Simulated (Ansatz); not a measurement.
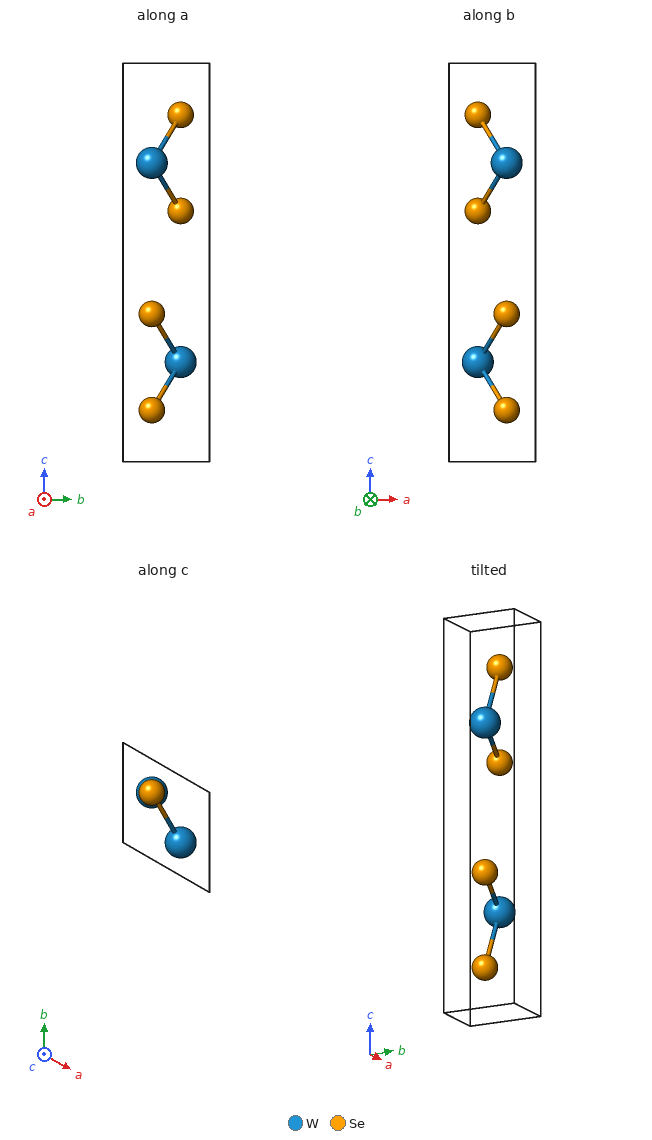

A ball-and-stick rendering, viewed along the a axis, along the b axis, along the c axis and slightly off an axis. One conventional unit cell is framed, with atoms on its boundary repeated.

Lattice parameters: a = 3.3987 Å, b = 3.3987 Å, c = 13.5432 Å, α = 90.000°, β = 90.000°, γ = 120.000°.

### Express the structure as a CIF with its space group and independent sites, with free fractional coordinates to two decimals.

```cif
data_structure
_symmetry_space_group_name_H-M 'P 63/m m c'
_symmetry_Int_Tables_number 194
_cell_length_a 3.3987
_cell_length_b 3.3987
_cell_length_c 13.5432
_cell_angle_alpha 90.000
_cell_angle_beta 90.000
_cell_angle_gamma 120.000
_cell_volume 135.48
loop_
_atom_site_label
_atom_site_type_symbol
_atom_site_symmetry_multiplicity
_atom_site_Wyckoff_symbol
_atom_site_fract_x
_atom_site_fract_y
_atom_site_fract_z
_atom_site_occupancy
W1 W 2 c 0.3333 0.6667 0.25 1
Se1 Se 4 f 0.6667 0.3333 0.37 1
```

Its origin is a structure type filled with these elements by a generator (whether the compound takes this form wasn't checked). The cell was then strained or its atoms displaced on purpose. It went into a calculation with Ansatz.
